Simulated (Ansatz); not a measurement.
The calculation's input:

```
crystal:
  lattice:
    - [0.0, 2.11, 2.11]
    - [2.11, 0.0, 2.11]
    - [2.11, 2.11, 0.0]
  atoms:
    - { symbol: Ta, position: [0.0, 0.0, 0.0] }
basis:
  ecutwfc: 500
kpoints:
  mp_grid: { grid: [20, 20, 20] }
hamiltonian:
  xc: r2scan
scf:
  occupations: { method: gaussian, width: 0.15 }
output:
  forces: true
  stress: true
  eigenvalues: true
  write_density: true
  write_potential: true
  elf: true
  volumetric_format: npy
```

Command:

```sh
ansatz run input.yaml --threads 1 --pin off --max-ram 2560MiB --backend cpu --events-out ev --progress --plain --runs-dir out
```

Below, planes, directions and counts refer to the conventional cell (a = 4.22 Å, b = 4.22 Å, c = 4.22 Å, α = 90.00°, β = 90.00°, γ = 90.00°).

Space group Fm-3m; computed without spin polarisation.

Level of theory: DFT r2SCAN, scalar-relativistic, plane waves, PAW in Ansatz.

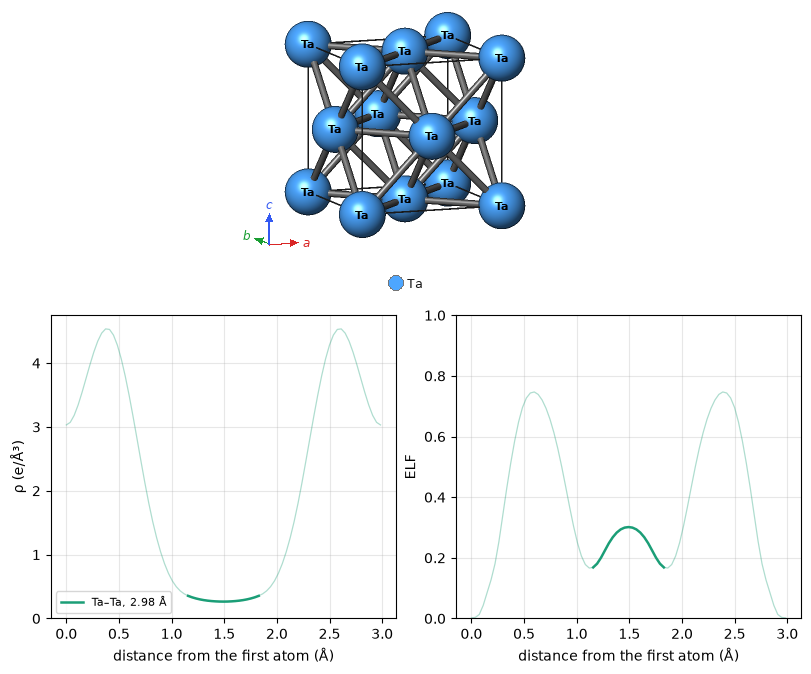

Ta. Valence charge density (pseudo) and electron localisation function along straight lines between neighbouring atoms. Thin, pale parts lie inside the atomic spheres. The structure is drawn too.

In a PAW calculation such maps are meaningful between the atoms, not at the nuclei.

**What can be read from the curves?**

Ta–Ta (2.98 Å): the density is about 0.26 e/Å³ at the midpoint; the ELF is about 0.30 at the midpoint.
